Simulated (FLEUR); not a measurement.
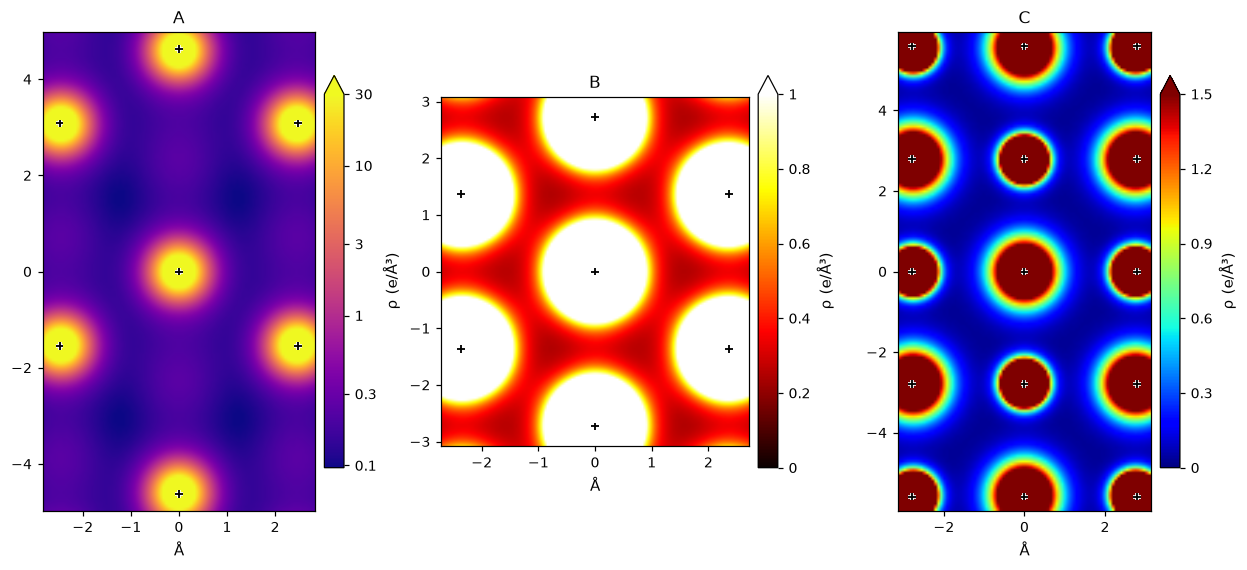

The electron density of 3 systems, each on a plane through atoms (crosses mark nuclei in the plane).

Theory: FLEUR, Kohn-Sham DFT of a periodic cell, PBEsol, all-electron.

System 1: Rh, the (001) plane of the conventional cell. Space group C2/m; a structure from a database of computed crystals, not necessarily the ambient phase; changed on purpose from its base cell (strain component 4 = -0.04).

```cif
data_structure
_symmetry_space_group_name_H-M 'P 1'
_symmetry_Int_Tables_number 1
_cell_length_a 4.7311
_cell_length_b 2.7310
_cell_length_c 4.4294
_cell_angle_alpha 90.000
_cell_angle_beta 92.292
_cell_angle_gamma 90.000
_cell_volume 57.18
loop_
_atom_site_label
_atom_site_type_symbol
_atom_site_fract_x
_atom_site_fract_y
_atom_site_fract_z
_atom_site_occupancy
Rh1 Rh 0.33333 0.00000 0.25000 1
Rh2 Rh 0.83333 0.50000 0.25000 1
Rh3 Rh 0.16667 0.50000 0.75000 1
Rh4 Rh 0.66667 0.00000 0.75000 1
```

System 2: NaCl, the (001) plane of the conventional cell. Space group Fm-3m; a structure from a database of computed crystals, not necessarily the ambient phase.

```
Cl Na
1.0
     5.58813    0.00000    0.00000
     0.00000    5.58813    0.00000
     0.00000    0.00000    5.58813
Cl Na
4 4
Direct
  0.50000 0.00000 0.00000
  0.00000 0.50000 0.00000
  0.00000 0.00000 0.50000
  0.50000 0.50000 0.50000
  0.00000 0.00000 0.00000
  0.50000 0.50000 0.00000
  0.50000 0.00000 0.50000
  0.00000 0.50000 0.50000
```

System 3: Zn, the (110) plane of the conventional cell. Space group P6₃/mmc.

```
CELL_PARAMETERS angstrom
2.67000 0.00000 0.00000
-1.33500 2.31229 0.00000
0.00000 0.00000 4.96600
ATOMIC_POSITIONS crystal
Zn 0.66667 0.33333 0.75000
Zn 0.33333 0.66667 0.25000
```

### Match each panel to its system.

Panel A is system 3, Zn: the plane holds Zn. Zn–Zn (2.92 Å): ρ is about 0.16 e/Å³ halfway. Panel B is system 1, Rh: the plane holds Rh. Rh–Rh (2.73 Å): ρ is about 0.35 e/Å³ halfway. Panel C is system 2, NaCl: the plane holds Cl and Na. Na–Cl (2.79 Å): ρ at the midpoint is about 0.14 e/Å³.
